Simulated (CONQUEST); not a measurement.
## A series of single points on Ir

System: Ir (P6₃/mmc, 4 atoms in the cell).
Method: Kohn-Sham DFT of a periodic cell, PBE, PseudoDojo NC PBE, no spin polarisation (CONQUEST 1.3).

The 7 runs differ only in the geometry, by an even scaling of the cell at fixed fractional positions. The structure derives from a Materials Project entry.

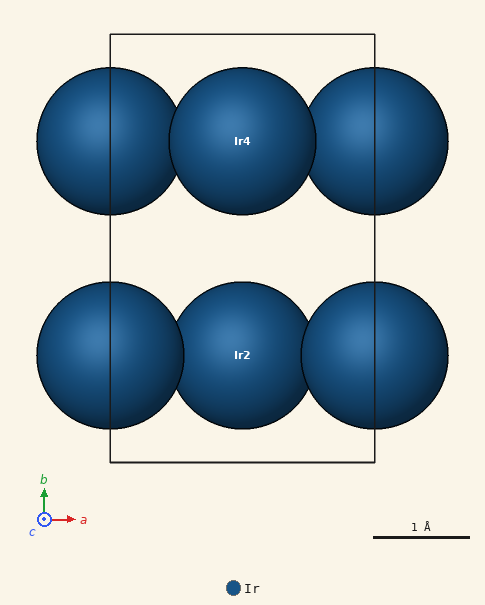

Figure 1. The structure of run 4 (spheres-only view of the cell of the calculation, along the c axis; atoms are numbered from 1 in the order of the input).

**Input of run 4**
```
IO.Title Ir
IO.Coordinates coords.dat
IO.FractionalAtomicCoords T
IO.Iprint 2
IO.Iprint_init 1
General.NumberOfSpecies 1
General.PseudopotentialType hamann
AtomMove.TypeOfRun static
AtomMove.FullStress T
Grid.PointsAlongX 32
Grid.PointsAlongY 48
Grid.PointsAlongZ 48
DM.SolutionMethod diagon
Diag.MPMesh T
Diag.GammaCentred T
Diag.MPMeshX 7
Diag.MPMeshY 5
Diag.MPMeshZ 4
Diag.kT 0.00183747
minE.SCTolerance 1e-6
SC.MaxIters 100
IO.AtomChargeOutput T
%block ChemicalSpeciesLabel
1 192.220 Ir
%endblock
```

Command:
```bash
OMP_NUM_THREADS=1 Conquest
```

Lattice vectors (Å) and fractional positions of run 4:
```
   2.751378    0.000000    0.000000
   0.000000    4.462290    0.000000
   0.000000    0.000000    4.765526
Ir  0.000000  0.250000  0.666667
Ir  0.500000  0.250000  0.166667
Ir  0.000000  0.750000  0.333333
Ir  0.500000  0.750000  0.833333
```

Run 2 has the same physical settings and fractional positions; its lattice vectors (Å) are:
```
   2.714193    0.000000    0.000000
   0.000000    4.401981    0.000000
   0.000000    0.000000    4.701119
```

**Results, with one run withheld**

| run | volume per atom (Å³) | free energy per atom, from the lowest run given (meV) | pressure (GPa) |
| --- | --- | --- | --- |
| 1 | 13.749 | 92.86 | 31.22 |
| 2 | 14.042 | ? | ? |
| 3 | 14.335 | 15.69 | 12.05 |
| 4 | 14.627 | 0.93 | 4.09 |
| 5 | 14.920 | 0.00 | −2.91 |
| 6 | 15.212 | 10.98 | −9.08 |
| 7 | 15.505 | 32.54 | −14.32 |

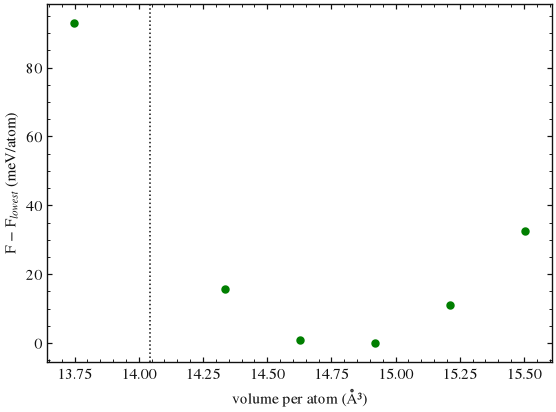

Figure 2. Free energy per atom of the runs given; the dotted line marks run 2.

What should run 2 give?

A cubic polynomial in V^(−2/3) (the Birch–Murnaghan form), fitted to the 6 runs given, misses them by at most 0.11 meV per atom. With x = V^(−2/3) − 0.16660 Å⁻², it reads F = −0.51487 + 1801.4 x + 1.3293e+06 x² + 4.4513e+06 x³ (meV per atom). At run 2 it gives 45.58 meV per atom, and the run itself gives 45.64. The slope of the fit gives a pressure −dF/dV of 20.93 GPa there, and the run prints 20.87 GPa. The two needn't agree exactly: the fit is approximate, and the printed stress is taken on a finite basis. The fit has its minimum at 14.796 Å³ per atom, where V d²F/dV² gives 350 GPa. Cell shape and fractional positions are held, so this is the stiffness under even scaling; the relaxed bulk modulus wasn't computed.

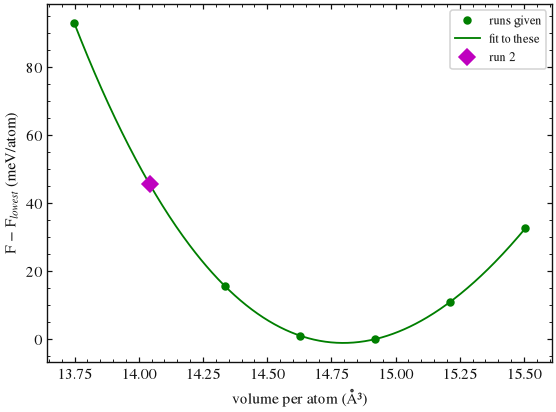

Figure 3. The fit and the withheld run.

**Some lines of the output (run 2)**
```
[...]
      Using Fermi-Dirac smearing
          Free Energy (E-TS)               :      -460.576188295600957 Ha
          DFT Total Energy                 :      -460.561513722878374 Ha
          Free Energy (E-TS)               :      -460.569272771958765 Ha
          DFT Total Energy                 :      -460.567732533699029 Ha
          Free Energy (E-TS)               :      -460.569337625922856 Ha
          DFT Total Energy                 :      -460.567772847068511 Ha
          Free Energy (E-TS)               :      -460.569359398318170 Ha
          DFT Total Energy                 :      -460.567769981471997 Ha
          Free Energy (E-TS)               :      -460.569359019130616 Ha
          DFT Total Energy                 :      -460.567769709409561 Ha
      | Free Energy as E-TS      =      -460.569359019130616 Ha
      |* DFT total energy        =      -460.567769709409561 Ha
    force: Average pressure:     20.87491862 GPa
```

Notes: Spin–orbit coupling is left out, which matters for Ir. With a small basis of atomic orbitals these values can differ much from converged plane-wave results.
